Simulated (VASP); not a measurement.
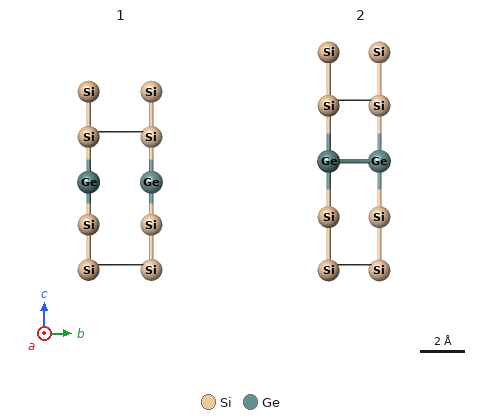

Two geometries of solid Si₂Ge (a generated structure, set up in P6mm), drawn at one scale. One is the start of a relaxation, the other its converged end. A ball-and-stick model of the cell of the calculation, seen along the a axis.

Theory: Kohn-Sham DFT of a periodic cell, PBE, VASP PAW PBE potentials, recommended (VASP). Set-up: plane-wave cutoff 520 eV; k-point mesh 7 × 7 × 4; occupations gaussian; smearing width 0.15 eV; no spin polarisation.

### Which of the two is the end point?

Structure 2 is the relaxed one. The run lets cell and atoms move. Over 16 geometry steps the energy falls by 4.238 eV per cell of the calculation. Largest force component: 4.2 eV/Å at the start, 0.045 eV/Å at the end. Pressure: 16.37 GPa at the start and 0.51 GPa at the end. A Si atom moves most relative to the cell: 0.093 Å along −c. By element the largest moves are Si 0.093 Å, Ge 0.058 Å. The drawn cell changes as follows: a = b 3.372 → 2.729 Å (−19.1 %), c 6.185 → 7.656 Å (+23.8 %); the volume changes by −18.9 %. Near-neighbour distances that change, for instance: Ge–Ge 3.372 → 2.729 Å, Si–Si 3.372 → 2.729 Å, Ge–Si 1.974 → 2.594 Å, Ge–Si 2.107 → 2.585 Å. The space group (tolerance 0.01 Å) goes from P6mm (No. 183) to P6/mmm (No. 191). The volume changes by over a tenth within one run on a fixed set of plane waves, so the end point should be relaxed again from the new cell.
